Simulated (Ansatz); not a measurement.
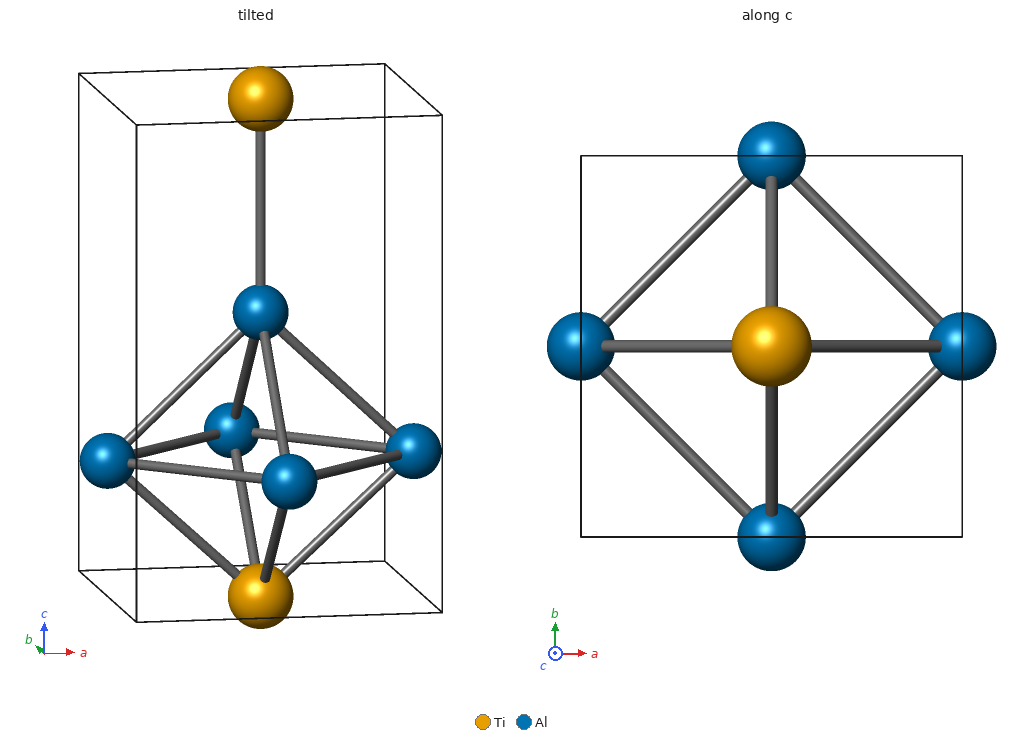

Crystal structure, ball-and-stick style, seen slightly off an axis and along the c axis. The conventional unit cell is drawn as a box. Cell: a = 3.94 Å, b = 3.94 Å, c = 6.39 Å, α = 90.00°, β = 90.00°, γ = 90.00°.

It goes back to a random cell made by a generator, so it need not be a real form of the compound. Earlier steps of the study may have refined or changed the cell and positions. A calculation with Ansatz used it as input.

Q: What is this?

A: The structure is one of TiAl₃. It belongs to space group P4mm (No. 99) and has a primitive tetragonal lattice. Content of the cell: 1 Ti, 3 Al (Z = 1). Ti is coordinated by five Al at about 2.7 Å. Al takes two kinds of site: 2c with six Al and two Ti in a distorted cubic arrangement (about 2.7 to 2.8 Å to Al, 2.7 Å to Ti); 1b with four Al and one Ti (about 2.7 Å to Al, 2.7 Å to Ti). The bonds build a three-dimensional framework.

Setup: Ansatz 0.2.0, DFT PBE, scalar-relativistic, plane waves, PAW; a cutoff energy of 420 eV, a 12×12×8 sampling of the Brillouin zone, Gaussian smearing of 0.1 eV, no spin polarisation.

Q: Is the electronic structure metallic or gapped?

A: A metal: bands cross the Fermi level.

Q: What charge does Bader's analysis assign to each element?

A: Ti +0.78 e; Al -0.38 to -0.01 e.

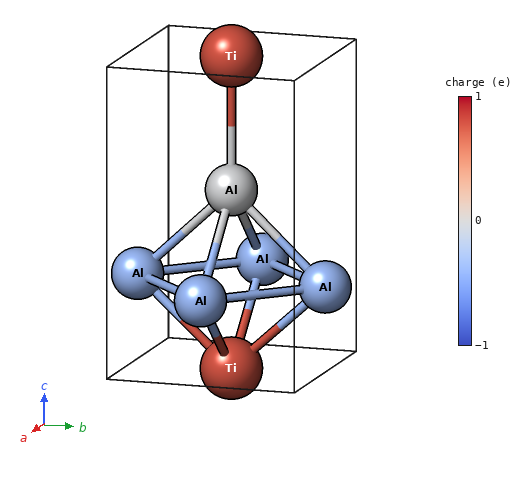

The atoms coloured by those charges. The run's cell of 4 atoms is drawn.

Q: Can this geometry be taken as optimised?

A: Yes. All forces vanish to within 0.01 eV/Å. The pressure is 0.0 GPa, close to zero.
